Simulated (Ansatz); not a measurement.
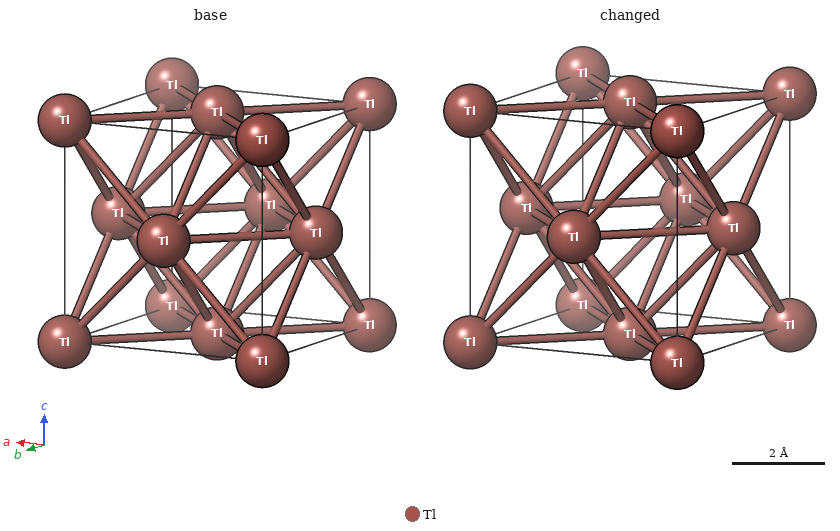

Left: a symmetric starting cell of Tl. Right: the same structure after one change, at the same scale. The picture is a ball-and-stick view of the conventional cell (4 times the calculation's cell), seen from a free direction. Lengths and directions refer to the drawn axes.

Computed with DFT LDA, scalar-relativistic, plane waves, PAW (Ansatz 0.2.0). (plane-wave cutoff 420 eV; k-point mesh 14 × 14 × 14; occupations gaussian; smearing width 0.1 eV; no spin polarisation)

What distinguishes the right structure from the left one?

All lengths are scaled by +4.7 % (volume +14.9 %), the atoms keeping their fractional coordinates. No relaxation follows. The starting cell wasn't computed here and needn't be at equilibrium, so pressure and forces aren't due to the change alone.

And its effect?

Among the bonded contacts that change: Tl–Tl 3.488 → 3.653 Å. The space group stays Fm-3m (No. 225). The pressure is −5.5 GPa (not all of it need come from the change, since the unchanged cell can be under pressure at this level too). All forces vanish by symmetry.
